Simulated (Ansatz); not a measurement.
# Re in Au(111), 2x2: scattering by a point defect, part 2 of 3

Aim: the resistance that Re in Au(111), 2x2 adds to the host.

Ansatz 0.2.0; Ansatz plane-wave DFT, PBE, PAW files; ballistic transport by layer matching (Landauer), zero bias; PAW set soft_1 (the session's first sound run).

So far, resistivity per at.% scaled from this dense plane, with the factor 3/4 for isotropic scattering (µΩ cm): step 3 (resistance at ideal sites) 18.7.

### 4. Relaxing the neighbours

The neighbours of the defect are let go while the lead's layers stay on their sites, since a lead must repeat to 0.01 Å.

This step: Ansatz plane-wave DFT, PBE, PAW files; relaxation with the lead's layers held; PAW set soft_1 (Ansatz 0.2.0).

Contents of input.yaml:

```yaml
crystal:
  lattice:
    - [5.7675164607, 0.0, 0.0]
    - [-2.8837582304, 4.9948157718, 0.0]
    - [-1.4418791152, 0.8324692953, 25.9003660885]
  atoms:
    - { symbol: Au, position: [0.0075757576, 0.9924242424, 0.0454545455] }
    - { symbol: Au, position: [0.0075757576, 0.4924242424, 0.0454545455] }
    - { symbol: Au, position: [0.5075757576, 0.9924242424, 0.0454545455] }
    - { symbol: Au, position: [0.5075757576, 0.4924242424, 0.0454545455] }
    - { symbol: Au, position: [0.1893939394, 0.3106060606, 0.1363636364] }
    - { symbol: Au, position: [0.1893939394, 0.8106060606, 0.1363636364] }
    - { symbol: Au, position: [0.6893939394, 0.3106060606, 0.1363636364] }
    - { symbol: Au, position: [0.6893939394, 0.8106060606, 0.1363636364] }
    - { symbol: Au, position: [0.3712121212, 0.1287878788, 0.2272727273] }
    - { symbol: Au, position: [0.3712121212, 0.6287878788, 0.2272727273] }
    - { symbol: Au, position: [0.8712121212, 0.1287878788, 0.2272727273] }
    - { symbol: Au, position: [0.8712121212, 0.6287878788, 0.2272727273] }
    - { symbol: Au, position: [0.053030303, 0.946969697, 0.3181818182] }
    - { symbol: Au, position: [0.053030303, 0.446969697, 0.3181818182] }
    - { symbol: Au, position: [0.553030303, 0.946969697, 0.3181818182] }
    - { symbol: Au, position: [0.553030303, 0.446969697, 0.3181818182] }
    - { symbol: Au, position: [0.2348484848, 0.2651515152, 0.4090909091] }
    - { symbol: Au, position: [0.2348484848, 0.7651515152, 0.4090909091] }
    - { symbol: Au, position: [0.7348484848, 0.2651515152, 0.4090909091] }
    - { symbol: Au, position: [0.7348484848, 0.7651515152, 0.4090909091] }
    - { symbol: Re, position: [0.4166666667, 0.0833333333, 0.5] }
    - { symbol: Au, position: [0.4166666667, 0.5833333333, 0.5] }
    - { symbol: Au, position: [0.9166666667, 0.0833333333, 0.5] }
    - { symbol: Au, position: [0.9166666667, 0.5833333333, 0.5] }
    - { symbol: Au, position: [0.0984848485, 0.9015151515, 0.5909090909] }
    - { symbol: Au, position: [0.0984848485, 0.4015151515, 0.5909090909] }
    - { symbol: Au, position: [0.5984848485, 0.9015151515, 0.5909090909] }
    - { symbol: Au, position: [0.5984848485, 0.4015151515, 0.5909090909] }
    - { symbol: Au, position: [0.2803030303, 0.2196969697, 0.6818181818] }
    - { symbol: Au, position: [0.2803030303, 0.7196969697, 0.6818181818] }
    - { symbol: Au, position: [0.7803030303, 0.2196969697, 0.6818181818] }
    - { symbol: Au, position: [0.7803030303, 0.7196969697, 0.6818181818] }
    - { symbol: Au, position: [0.4621212121, 0.0378787879, 0.7727272727] }
    - { symbol: Au, position: [0.4621212121, 0.5378787879, 0.7727272727] }
    - { symbol: Au, position: [0.9621212121, 0.0378787879, 0.7727272727] }
    - { symbol: Au, position: [0.9621212121, 0.5378787879, 0.7727272727] }
    - { symbol: Au, position: [0.1439393939, 0.8560606061, 0.8636363636] }
    - { symbol: Au, position: [0.1439393939, 0.3560606061, 0.8636363636] }
    - { symbol: Au, position: [0.6439393939, 0.8560606061, 0.8636363636] }
    - { symbol: Au, position: [0.6439393939, 0.3560606061, 0.8636363636] }
    - { symbol: Au, position: [0.3257575758, 0.1742424242, 0.9545454545] }
    - { symbol: Au, position: [0.3257575758, 0.6742424242, 0.9545454545] }
    - { symbol: Au, position: [0.8257575758, 0.1742424242, 0.9545454545] }
    - { symbol: Au, position: [0.8257575758, 0.6742424242, 0.9545454545] }
kpoints:
  mp_grid: { grid: [5, 5, 1] }
hamiltonian:
  xc: pbe
  pseudopotentials: { kind: paw, azcp: { folder: soft_1 } }
scf:
  occupations: { method: fermi_dirac, width: 0.1 }
relax:
  f_tol: 0.03
  max_steps: 40
  constraints:
    - { sites: [0, 1, 2, 3, 4, 5, 6, 7, 8, 9, 10, 11, 32, 33, 34, 35, 36, 37, 38, 39, 40, 41, 42, 43] }
```

Command:

```console
ansatz run input.yaml --threads 4 --pin off --max-ram 15360MiB --backend cpu --events-out ev --progress --plain --runs-dir out
```

Numbers of over 12 decimals in the logs are rounded to 6 here.

Output:

```text
[...]
Crystal: 44 atoms, lattice volume = 746.130 Å³
Basis set: ecut = 420 eV, 14649 PW (Γ), exchange–correlation on 80×80×360 points (8 copies of the dense FFT grid, shifted against one another)
Bands: 500, of which v1, the nominal top of the filled ones, is band 416 counted from 1 (415 counted from 0)
Symmetry: 4 space group operations
[...]
k-points: 9 of 25
[...]
SCF iter   1: F=—  HF=-576396.547817 eV  |F-HF|=—  |Δ(HF+E_count)|=         —  Δρ=1.01e-1  dr2=2.90e2  ethr=3.10e-3  ⟨swp⟩=4.1  Hψ=13376  notcnv=0  defer=106
[...]
SCF iter  10: F=-576367.403368 eV  HF=-576367.403374 eV  |F-HF|=5.77e-6  |Δ(HF+E_count)|=   7.03e-6  Δρ=1.09e-5  dr2=6.16e-6  ethr=2.70e-9  ⟨swp⟩=2.0  Hψ=12071  notcnv=0
SCF 1 converged in 10 iterations: F = -576367.403368 eV  dr2 = 6.16e-6
[...]
relax step   1: F+E_penalty+E_count = -576367.40336843 eV  Δ(F+E_penalty+E_count) = +0.000e0 eV  max|allowed force component| = 3.718e-1 eV/Å  Δτ_max = 0.0000 Å  (10 SCF iters, dr2 threshold 2.25e-5 eV, accepted)
[...]
iter 1 solved again at ethr=1.43e-4 eV; its pass at ethr=3.10e-3 eV (dr2=1.19e0 eV) is discarded
[...]
SCF iter   7: F=-576367.315359 eV  HF=-576367.315363 eV  |F-HF|=3.34e-6  |Δ(HF+E_count)|=   4.27e-8  Δρ=6.06e-6  dr2=3.52e-6  ethr=1.04e-9  ⟨swp⟩=3.0  Hψ=10437  notcnv=0
SCF 2 converged in 7 iterations: F = -576367.315359 eV  dr2 = 3.52e-6
[...]
relax step   2: F+E_penalty+E_count = -576367.31535945 eV  Δ(F+E_penalty+E_count) = +8.801e-2 eV  max|allowed force component| = 6.212e-1 eV/Å  Δτ_max = 0.1390 Å  (7 SCF iters, dr2 threshold 8.64e-6 eV, rejected (line search))
SCF iter   1: F=—  HF=-576367.507333 eV  |F-HF|=—  |Δ(HF+E_count)|=         —  Δρ=3.45e-3  dr2=2.42e-1  ethr=3.62e-4  ⟨swp⟩=4.9  Hψ=9282  notcnv=0  defer=529
[...]
SCF iter  10: F=-576367.489010 eV  HF=-576367.489010 eV  |F-HF|=6.52e-9  |Δ(HF+E_count)|=   4.31e-9  Δρ=3.02e-7  dr2=6.92e-9  ethr=1.20e-11  ⟨swp⟩=3.0  Hψ=9480  notcnv=0
SCF 3 converged in 10 iterations: F = -576367.489010 eV  dr2 = 6.92e-9
relax step   3: F+E_penalty+E_count = -576367.48900975 eV  Δ(F+E_penalty+E_count) = -8.564e-2 eV  max|allowed force component| = 3.556e-2 eV/Å  Δτ_max = 0.0621 Å  (10 SCF iters, accepted)
SCF iter   1: F=—  HF=-576367.488765 eV  |F-HF|=—  |Δ(HF+E_count)|=         —  Δρ=2.05e-4  dr2=2.62e-4  ethr=1.39e-6  ⟨swp⟩=4.2  Hψ=8120  notcnv=0  defer=480
[...]
SCF iter   6: F=-576367.489486 eV  HF=-576367.489486 eV  |F-HF|=1.40e-9  |Δ(HF+E_count)|=   1.98e-9  Δρ=2.82e-7  dr2=1.72e-9  ethr=2.33e-12  ⟨swp⟩=1.9  Hψ=10639  notcnv=0
SCF 4 converged in 6 iterations: F = -576367.489486 eV  dr2 = 1.72e-9
relax step   4: F+E_penalty+E_count = -576367.48948609 eV  Δ(F+E_penalty+E_count) = -4.763e-4 eV  max|allowed force component| = 9.846e-3 eV/Å  Δτ_max = 0.0052 Å  (6 SCF iters, accepted)
SCF converged after 6 iterations
Free energy (F): -576367.489486 eV
[...]
Internal energy: -576366.798026 eV  (E = F + TS)
E sigma→0 (E₀):  -576367.143756 eV
Entropy (-TS):   -0.691460 eV (-15.715 meV/atom)
Fermi energy:    20.704517 eV
[...]
--- Forces (eV/Å), atoms counted from 1 ---
  atom   1  Au    -0.00083535     0.00219810    -0.00567256
  atom   2  Au     0.00295910    -0.00170844    -0.01656245
  atom   3  Au    -0.00236483     0.00136534     0.00370342
  atom   4  Au    -0.00232129    -0.00037562    -0.00567256
  atom   5  Au    -0.00112765     0.00065105     0.01882551
  atom   6  Au    -0.00163618    -0.00210356     0.01382098
  atom   7  Au     0.00100365     0.00246875     0.01382098
  atom   8  Au     0.00397225    -0.00229338    -0.02930813
  atom   9  Au     0.00359939    -0.00207811     0.01165133
  atom  10  Au    -0.02489818    -0.01125416     0.08451123
  atom  11  Au    -0.00270270     0.02718953     0.08451123
  atom  12  Au     0.02574227    -0.01486231     0.08021804
  atom  13  Au     0.00310822     0.00149689     0.00038176
  atom  14  Au     0.00076825    -0.00044355     0.00042635
  atom  15  Au    -0.00346219     0.00199890     0.00040004
  atom  16  Au     0.00025776    -0.00344024     0.00038176
  atom  17  Au     0.00968356    -0.00559081    -0.00449116
  atom  18  Au     0.00183389     0.00984630    -0.00625182
  atom  19  Au    -0.00761020    -0.00651134    -0.00625182
  atom  20  Au    -0.00186580     0.00107722    -0.00293501
  atom  21  Re     0.00000000    -0.00000000     0.00000000
  atom  22  Au     0.00000000     0.00000000     0.00000000
  atom  23  Au     0.00000000     0.00000000     0.00000000
  atom  24  Au     0.00000000     0.00000000     0.00000000
  atom  25  Au     0.00761020     0.00651134     0.00625182
  atom  26  Au     0.00186580    -0.00107722     0.00293501
  atom  27  Au    -0.00968356     0.00559081     0.00449116
  atom  28  Au    -0.00183389    -0.00984630     0.00625182
  atom  29  Au     0.00346219    -0.00199890    -0.00040004
  atom  30  Au    -0.00025776     0.00344024    -0.00038176
  atom  31  Au    -0.00310822    -0.00149689    -0.00038176
  atom  32  Au    -0.00076825     0.00044355    -0.00042635
  atom  33  Au    -0.00359939     0.00207811    -0.01165133
  atom  34  Au     0.02489818     0.01125416    -0.08451123
  atom  35  Au     0.00270270    -0.02718953    -0.08451123
  atom  36  Au    -0.02574227     0.01486231    -0.08021804
  atom  37  Au    -0.00100365    -0.00246875    -0.01382098
  atom  38  Au    -0.00397225     0.00229338     0.02930813
  atom  39  Au     0.00112765    -0.00065105    -0.01882551
  atom  40  Au     0.00163618     0.00210356    -0.01382098
  atom  41  Au     0.00236483    -0.00136534    -0.00370342
  atom  42  Au     0.00232129     0.00037562     0.00567256
  atom  43  Au     0.00083535    -0.00219810     0.00567256
  atom  44  Au    -0.00295910     0.00170844     0.01656245
  max |Σ_I F_I| component: 3.47e-18 eV/Å
--- Relaxed structure (4 steps of the walk, 3 accepted, 0 SCFs on fresh bases) ---
  F+E_penalty+E_count = -576367.48948609 eV   max|allowed force component| = 9.846e-3 eV/Å
  atoms:
    - { symbol: Au, position: [0.00757576, 0.992424, 0.045455] }
    - { symbol: Au, position: [0.00757576, 0.492424, 0.045455] }
    - { symbol: Au, position: [0.507576, 0.992424, 0.045455] }
    - { symbol: Au, position: [0.507576, 0.492424, 0.045455] }
    - { symbol: Au, position: [0.189394, 0.310606, 0.1363636364] }
    - { symbol: Au, position: [0.189394, 0.810606, 0.136364] }
    - { symbol: Au, position: [0.689394, 0.310606, 0.136364] }
    - { symbol: Au, position: [0.689394, 0.810606, 0.136364] }
    - { symbol: Au, position: [0.371212, 0.128788, 0.227273] }
    - { symbol: Au, position: [0.371212, 0.628788, 0.227273] }
    - { symbol: Au, position: [0.871212, 0.128788, 0.227273] }
    - { symbol: Au, position: [0.871212, 0.628788, 0.227273] }
    - { symbol: Au, position: [0.054294, 0.947076, 0.318468] }
    - { symbol: Au, position: [0.053628, 0.446372, 0.320058] }
    - { symbol: Au, position: [0.552664, 0.947336, 0.318437] }
    - { symbol: Au, position: [0.552924, 0.445706, 0.318468] }
    - { symbol: Au, position: [0.237571, 0.262429, 0.411226] }
    - { symbol: Au, position: [0.237492, 0.768190, 0.411278] }
    - { symbol: Au, position: [0.731810, 0.262508, 0.411278] }
    - { symbol: Au, position: [0.734961, 0.765039, 0.407868] }
    - { symbol: Re, position: [0.416667, 0.083333, 0.500000] }
    - { symbol: Au, position: [0.416667, 0.583333, 0.500000] }
    - { symbol: Au, position: [0.916667, 0.083333, 0.500000] }
    - { symbol: Au, position: [0.916667, 0.583333, 0.500000] }
    - { symbol: Au, position: [0.101523, 0.904159, 0.588722] }
    - { symbol: Au, position: [0.098373, 0.401627, 0.592132] }
    - { symbol: Au, position: [0.595762, 0.904238, 0.588774] }
    - { symbol: Au, position: [0.595841, 0.398477, 0.588722] }
    - { symbol: Au, position: [0.280669, 0.219331, 0.681563] }
    - { symbol: Au, position: [0.280409, 0.720960, 0.681532] }
    - { symbol: Au, position: [0.779040, 0.219591, 0.681532] }
    - { symbol: Au, position: [0.779705, 0.720295, 0.679942] }
    - { symbol: Au, position: [0.462121, 0.037879, 0.772727] }
    - { symbol: Au, position: [0.462121, 0.537879, 0.772727] }
    - { symbol: Au, position: [0.962121, 0.037879, 0.772727] }
    - { symbol: Au, position: [0.962121, 0.537879, 0.772727] }
    - { symbol: Au, position: [0.143939, 0.856061, 0.863636] }
    - { symbol: Au, position: [0.143939, 0.356061, 0.863636] }
    - { symbol: Au, position: [0.643939, 0.856061, 0.863636] }
    - { symbol: Au, position: [0.643939, 0.356061, 0.863636] }
    - { symbol: Au, position: [0.325758, 0.174242, 0.954545] }
    - { symbol: Au, position: [0.325758, 0.674242, 0.954545] }
    - { symbol: Au, position: [0.825758, 0.174242, 0.954545] }
    - { symbol: Au, position: [0.825758, 0.674242, 0.954545] }
```

Elapsed: 2.9 min, on 4 threads of Intel Xeon Platinum 8488C (Sapphire Rapids), shared host; peak memory 6.6 GiB; 11 min of CPU time.

Step by step:

```
step  energy less that of the first step (eV)  largest force component (eV/Å)
   1                                   0.0000                          0.3718
   2                                   0.0880                          0.6212
   3                                  -0.0856                          0.0356
   4                                  -0.0861                          0.0098
```

Relaxation step 2 was tried and not accepted.

The run keeps the 4 symmetry operations that it works with, so distortions that break them were not tested.

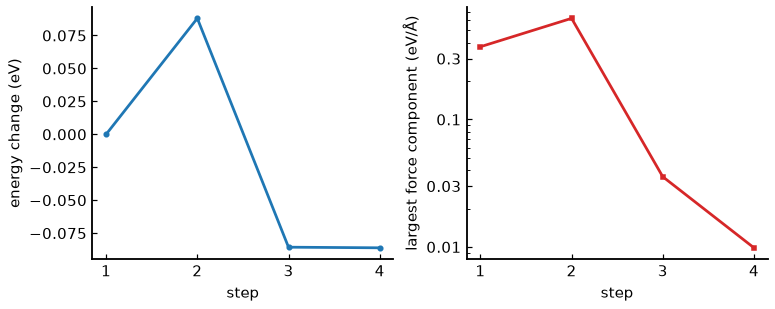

Energy and largest force along the relaxation.

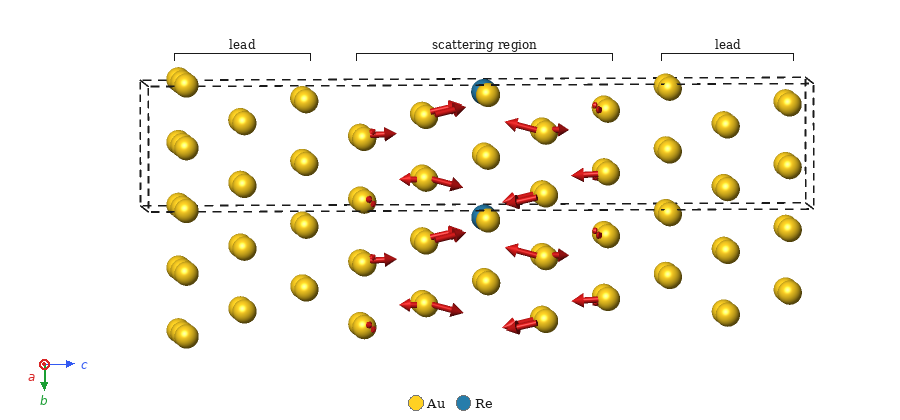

Displacements in the relaxation, exaggerated; the longest in the cell stands for 0.06 Å. 1×2×1 cells are drawn. Some periodic images of atoms are drawn too.

The atoms that moved most (Å):

```csv
atom,dx,dy,dz,length
Au17,0.020,-0.012,0.055,0.060
Au27,-0.020,0.012,-0.055,0.060
Au18,0.003,0.017,0.057,0.059
Au19,-0.013,-0.011,0.057,0.059
Au28,-0.003,-0.017,-0.057,0.059
Au25,0.013,0.011,-0.057,0.059
Au14,0.002,-0.001,0.049,0.049
Au32,-0.002,0.001,-0.049,0.049
```

This step gave:

```
free energy             : -576367.4895 eV
energy at zero smearing : -576367.1438 eV
```

The largest force component on a free atom ends at 0.0098 eV/Å, under the tolerance of 0.03, after 4 steps.

(Part 2 of 3 ends here.)

[Logs are printed without paths, hosts, clocks, repeated set-up lines and the standing remarks that a program may print on its own settings, such as how far it seeks lower states.]

[Hosts, paths, dates, database ids (printed as entryN), source tags and the programs' standing remarks are cut or masked in the printed files.]
